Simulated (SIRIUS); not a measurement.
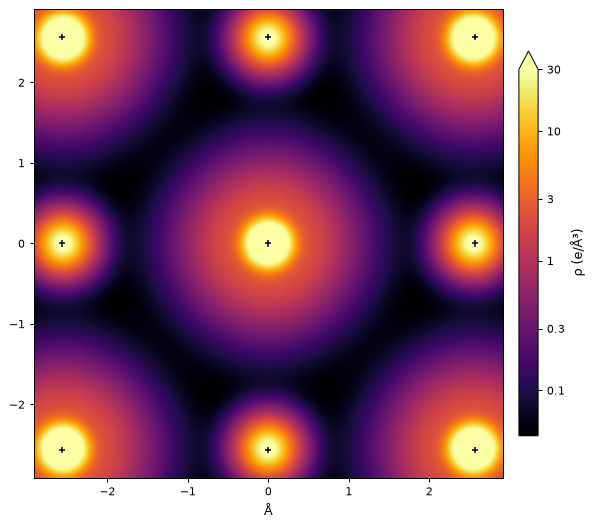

The total electron density on a plane through atoms (crosses mark nuclei in the plane).

The calculation used Kohn-Sham DFT of a periodic cell, PBE, all-electron FP-LAPW in SIRIUS.

Candidates:
A. Nb, a = 2.83 Å, b = 2.88 Å, c = 2.88 Å, α = 109.67°, β = 107.51°, γ = 109.60°. Space group P-1.
B. LiCl, a = 5.13 Å, b = 5.13 Å, c = 5.13 Å, α = 90.00°, β = 90.00°, γ = 90.00°. Space group Fm-3m.
C. W, a = 4.92 Å, b = 2.87 Å, c = 2.89 Å, α = 90.08°, β = 124.97°, γ = 89.59°. Space group P-1.

Which system is this?

Answer. Candidate B: LiCl on the (001) plane of the conventional cell, which holds Cl and Li. Li–Cl (2.56 Å): the density is about 0.22 e/Å³ at the midpoint.
